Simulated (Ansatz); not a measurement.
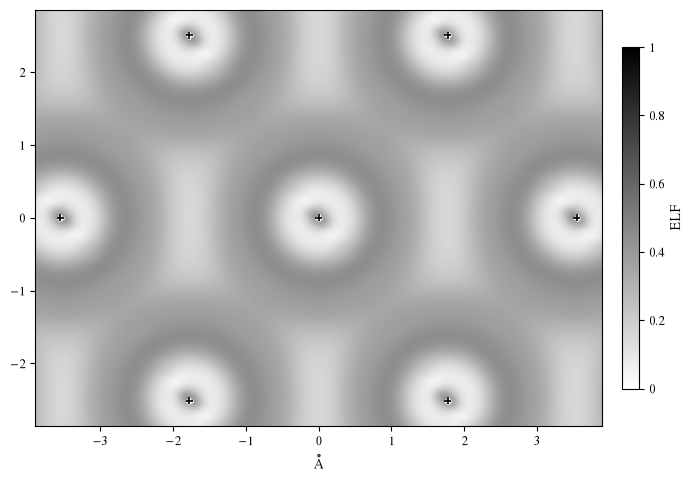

The electron localisation function on a plane through atoms (crosses mark nuclei in the plane).

All numbers below come from DFT PBE, scalar-relativistic, plane waves, PAW (Ansatz 0.2.0).

Candidates:
A. Bi, a = 3.55 Å, b = 3.55 Å, c = 3.55 Å, α = 90.00°, β = 90.00°, γ = 90.00°. Space group Im-3m; a structure from a database of computed crystals, not necessarily the ambient phase; computed pressure about 41 GPa in this cell; computed without spin polarisation.
B. Pt, a = 3.97 Å, b = 3.97 Å, c = 3.97 Å, α = 90.00°, β = 90.00°, γ = 90.00°. Space group Fm-3m.
C. Au, a = 4.16 Å, b = 4.16 Å, c = 4.16 Å, α = 90.00°, β = 90.00°, γ = 90.00°. Space group Fm-3m; computed without spin polarisation.

Which candidate gave the map?

Candidate A: Bi on the (011̄) plane of the conventional cell, which holds Bi. Bi–Bi (3.07 Å): the ELF is about 0.35 at the midpoint.
